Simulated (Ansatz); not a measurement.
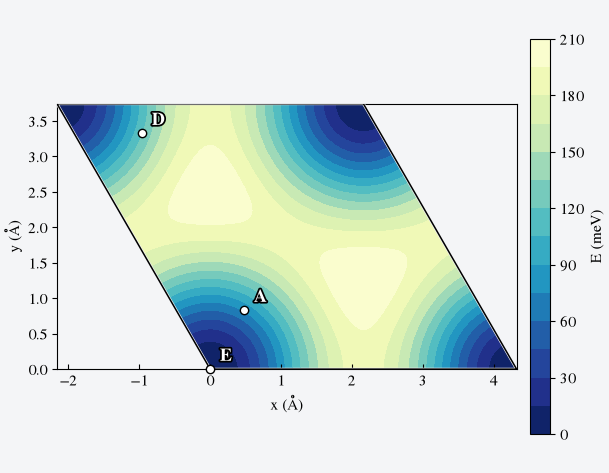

H on an InAs(111) slab cut from the F-43m phase, its upper half relaxed before the scan (4 atoms of substrate and one adsorbate in a 1 × 1 cell). 
- H is moved over the surface cell at a fixed height above a rigid substrate; the origin of the map has the adsorbate above In4; the height is held at 3.30 Å.
- Places are given modulo a cell vector. The map is drawn in real space over the plane of the surface.
- The grid has 9 × 9 points; 19 points were computed and 62 follow by symmetry.
- Energies are in meV, from the lowest grid point.
- The runs have no spin polarisation, so an open-shell adsorbate far from the surface lies too high. With one adsorbate in each 1 × 1 cell, its nearest image is 4.3 Å away, so neighbouring adsorbates interact. At a fixed height the lowest place need not be the adsorption site.
- Theory: DFT PBE+D3(BJ), scalar-relativistic, plane waves, PAW in Ansatz. Settings: cutoff 420 eV, k-mesh 6×6×1, gaussian smearing 0.1 eV, no spin polarisation.

The picture shows filled contours, the outline of one cell of the plane, lettered points. Between grid points the surface is interpolated.

Question: What kind of point is each of A, D, E: minimum, saddle, maximum or slope?

Answer: A: on a slope; D: on a slope; E: minimum. (In these two coordinates alone; a stationary point may lie a little off the grid point.)

Question: Rank the lettered points by energy, lowest first.

Answer: E (0 meV), A (77 meV), D (119 meV).

PAW datasets: the set soft_1.
